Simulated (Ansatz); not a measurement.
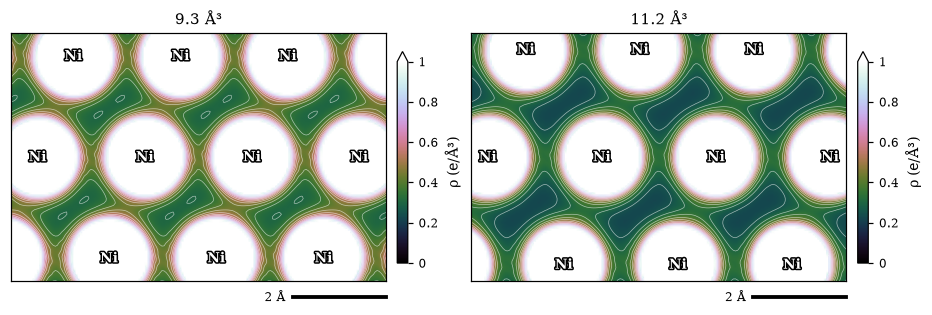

Ni. The valence charge density (pseudo) of cells scaled evenly to different volumes (given per atom above each panel), on the (011̄) plane of each (indices in the axes of the cell below), at one length scale and on one colour scale.

A structure from a database of computed crystals, not necessarily the ambient phase; spin-polarised.

All numbers below come from DFT r2SCAN, scalar-relativistic, plane waves, PAW (Ansatz 0.2.0).

In a PAW calculation such maps are meaningful between the atoms, not at the nuclei.

The largest cell:

```xyz
1
Lattice="-1.4102 1.4102 1.4102 1.4102 -1.4102 1.4102 1.4102 1.4102 -1.4102" Properties=species:S:1:pos:R:3 pbc="T T T"
Ni    0.0000    0.0000    0.0000
```

| volume (Å³/atom) | Ni–Ni contact in the plane (Å) | ρ at its midpoint (e/Å³) | pressure (GPa) | largest moment (μB) | 
| --- | --- | --- | --- | --- |
| 9.31 | 2.296 | 0.420 | 37.3 | 0.62 | 
| 9.63 | 2.321 | ? | ? | ? | 
| 11.22 | 2.442 | 0.329 | −10.8 | 0.72 | 

### What values belong in the row with question marks?

Over the known rows ln ρ falls by 1.67 per Å of Ni–Ni distance (the line through the two), which gives 0.403 e/Å³ at 2.321 Å; the calculation gives 0.396 e/Å³. For the pressure, a straight line in volume between the neighbouring rows gives 29.2 GPa; the calculation gives 25.4, lower because pressure rises ever faster on compression. For the largest moment, a straight line in volume between the neighbouring rows gives 0.64 μB; the calculation gives 0.64.
